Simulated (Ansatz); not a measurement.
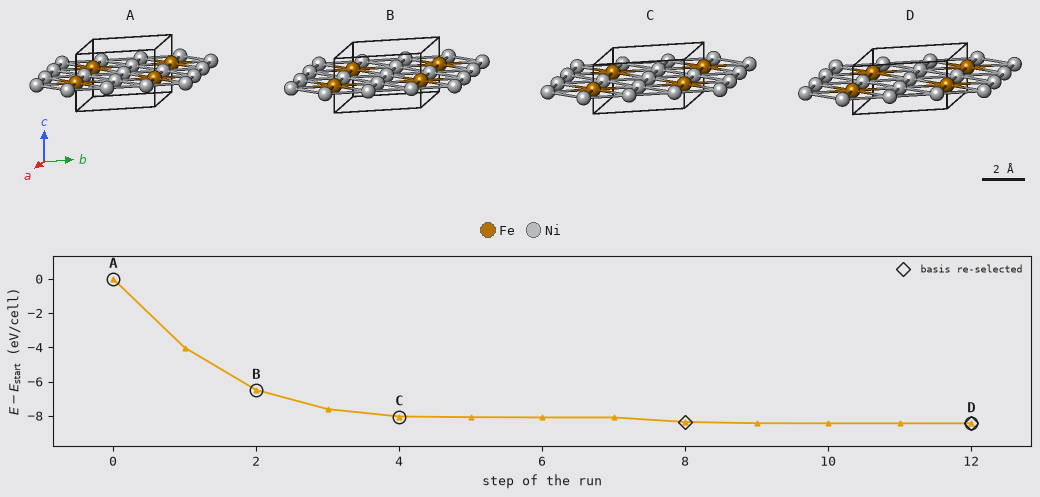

Frames of a relaxation of a crystal of FeNi$_{3}$ (a generated structure, set up in P6/mmm) (coarse preliminary run), marked on the history of the run. The picture is a ball-and-stick view of the cell of the calculation, seen slightly off an axis.

Computed with DFT PBE, scalar-relativistic, plane waves, PAW in Ansatz. Set-up: plane-wave cutoff 420 eV; k-point mesh 6 × 6 × 6; occupations gaussian; smearing width 0.1 eV; collinear spin; cell and atoms relaxed; force threshold 0.04 eV/Å; at most 70 steps.

What happens along the run?

The atoms keep their places relative to the cell (all moves are under 0.005 Å). The volume changes by +20.6 %, with a = b 4.037 → 4.845 Å (+20.0 %), c 2.839 → 2.378 Å (−16.3 %). Among the contacts that change: Ni–Ni 2.839 → 2.378 Å, Fe–Fe 2.839 → 2.378 Å, Fe–Ni 2.019 → 2.422 Å, Ni–Ni 2.019 → 2.422 Å. The space group stays P6/mmm (No. 191). The energy falls by 8.437 eV per cell of the calculation in 10 accepted moves (12 points after the start). All forces vanish by symmetry, so only the cell relaxes. Pressure: 130.00 GPa at the start and −0.10 GPa at the end. The SCF was repeated twice at an unchanged geometry on a basis and grid sized afresh for the cell, which shifted the energy by 0.266 eV per cell of the calculation at most. The program noted that the starting moments weren't kept. From step 0 to 2: volume +14.5 %, energy −6.484 eV per cell of the calculation. From step 2 to 4: volume −0.4 %, energy −1.552 eV per cell of the calculation. From step 4 to 12: volume +5.7 %, energy −0.400 eV per cell of the calculation.
